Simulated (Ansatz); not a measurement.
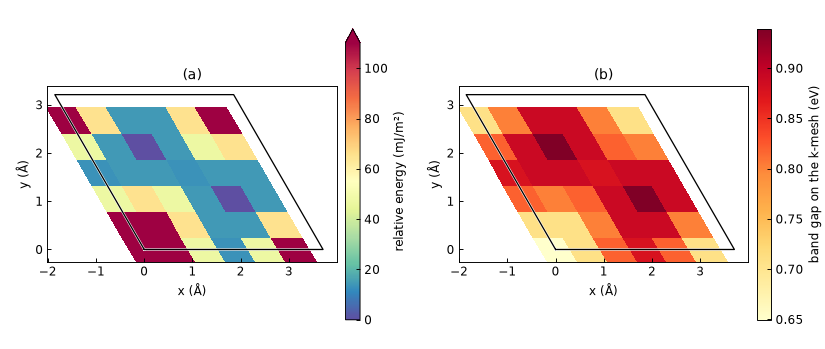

A bilayer of two PtSe₂ sheets (1T type), the upper one turned by 180 degrees about the normal (6 atoms in the cell). The upper layer of a bilayer is slid over the lower one; relaxed at each slide: nothing; the origin of the map has Se4 above Se3; the distance between the facing planes is held at 3.31 Å. Places are given modulo a cell vector. The map is drawn in real space over the plane of the slide. Grid: 6 × 6 points; 7 points were computed and 29 follow by symmetry. Energies are in mJ/m², from the lowest grid point. At a held distance the lowest stacking need not be the one that binds best once the distance relaxes. Level of theory: DFT PBE+D3(BJ), scalar-relativistic, plane waves, PAW in Ansatz. Settings: cutoff 420 eV, k-mesh 9×9×1, gaussian smearing 0.05 eV, no spin polarisation.

Panel (a) is the energy and panel (b) the computed band gap on the k-mesh on the same grid.

The picture shows one coloured cell a grid point, the outline of one cell of the plane, one colour for all values above the top of the scale.

How does the band gap on the k-mesh vary over the map, and what is it at the lowest grid point?

Answer. It runs from 0.65 eV at (0/6, 0/6) of the cell vectors to 0.94 eV at (2/6, 4/6) of the cell vectors. At the lowest grid point, (2/6, 4/6) of the cell vectors, it is 0.94 eV.

PAW datasets: the set soft_1.
